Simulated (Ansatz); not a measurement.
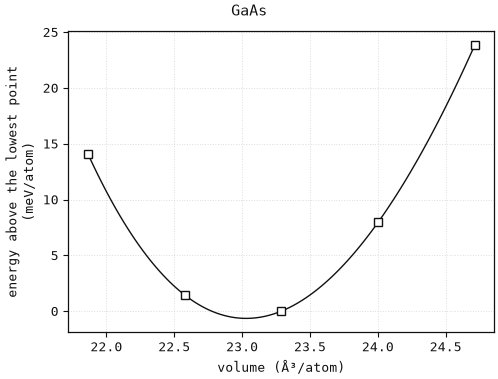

The picture above shows the energy above the lowest point against volume for GaAs, space group F-43m (No. 216) (one of a set of cubic test structures, which need not be the stable phase).

How it was computed, with Ansatz 0.2.0 development build: equation of state of a cubic crystal from periodic Kohn-Sham density functional theory without spin, third-order Birch-Murnaghan fit to the free energies; pressure corrected for the finite basis. Level: HSE06.

structure type zinc blende; atoms in cell 2; space group number 216; lattice centring face-centred primitive; k mesh 4×4×4; occupation method Fermi–Dirac; occupation width 0.05 eV; wave cutoff 700 eV; datasets hard PAW; density tolerance 0 eV; bands 22; density cutoff ratio 4; search for lower states default; exchange singularity regularized.

From this curve and the settings, what does the calculation give for the pressure at the same points?

The pressure falls from 4.245 GPa at volume 21.86 Å³/atom to −4.367 GPa at 24.71 Å³/atom, and changes sign near 23.04 Å³/atom.

```json
{"volume (Å³/atom)": "21.86", "pressure (GPa)": "4.245"}
{"volume (Å³/atom)": "22.58", "pressure (GPa)": "1.514"}
{"volume (Å³/atom)": "23.29", "pressure (GPa)": "-0.790"}
{"volume (Å³/atom)": "24.00", "pressure (GPa)": "-2.732"}
{"volume (Å³/atom)": "24.71", "pressure (GPa)": "-4.367"}
```

Caveats: modest k-mesh, values are not fully converged in k; pseudopotentials made with PBE, not this functional.
